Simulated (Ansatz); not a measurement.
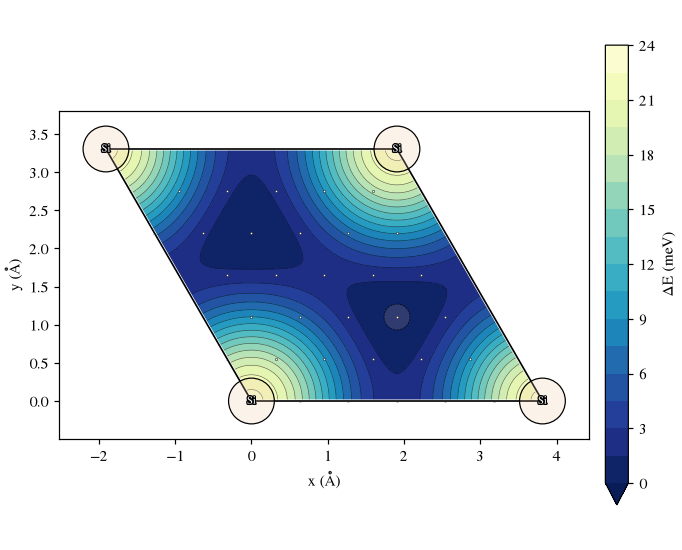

N₂ on a Si(001) slab cut from the P6_3/mmc phase, its upper half relaxed before the scan (8 atoms of substrate and one adsorbate in a 1 × 1 cell). N2 is moved over the surface cell at a fixed height above a rigid substrate; the origin of the map has the adsorbate above Si8; the height is held at 3.70 Å. Places are given modulo a cell vector. The map is drawn in real space over the plane of the surface. The scan uses a 6 × 6 grid; 10 points were computed and 26 follow by symmetry. All energies are given in meV relative to the lowest grid point. With one adsorbate in each 1 × 1 cell, its nearest image is 3.8 Å away, so neighbouring adsorbates interact. At a fixed height the lowest place need not be the adsorption site. Theory: Ansatz 0.2.0, DFT PBE+D3(BJ), scalar-relativistic, plane waves, PAW. Settings: cutoff 420 eV, k-mesh 9×9×1, gaussian smearing 0.05 eV, no spin polarisation.

Drawn: filled contours, dots at the grid points, labelled circles for the atoms of the top layer and small ones for the second layer, the outline of one cell of the plane. Between grid points the surface is interpolated.

The lowest grid point is at a threefold hollow, (2/6, 4/6) of the cell vectors. The highest grid point, the top site over a surface Si atom, (0/6, 0/6) of the cell vectors, lies 22.9 meV above the lowest. On the interpolated surface the easiest way out of the lowest well to a well of about the same depth near a threefold hollow over a second-layer Si atom, (4/6, 2/6) of the cell vectors passes a barrier of about 1.9 meV.

The scan is repeated with another setting: the height is held at 3.10 Å; all else is set up alike.

> What does this change do to the map?

The lowest place stays at a threefold hollow, (2/6, 4/6) of the cell vectors. The span from the lowest to the highest grid point grows from 22.9 to 124.5 meV. The easiest pass out of the lowest well goes from about 1.9 to about 11 meV on the interpolated surfaces. Higher wells of the new map: a threefold hollow over a second-layer Si atom, (4/6, 2/6) of the cell vectors, 5.8 meV up (that grid point lay 0.0 meV up before).

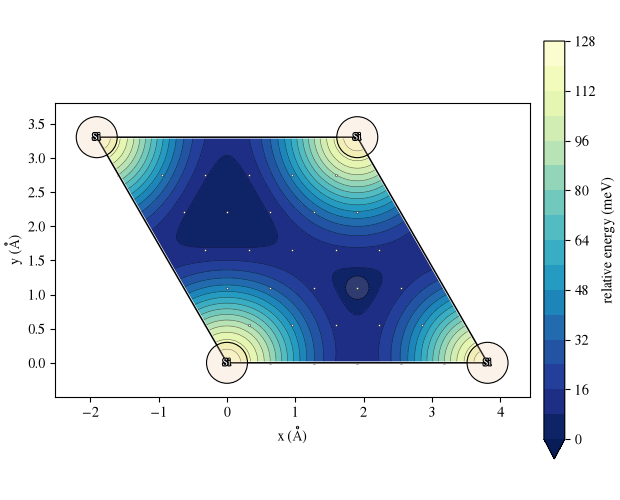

The map after the change, on a colour scale of its own. In the figure: filled contours, dots at the grid points, labelled circles for the atoms of the top layer and small ones for the second layer, the outline of one cell of the plane. Between grid points the surface is interpolated.

PAW datasets: the set soft_1.
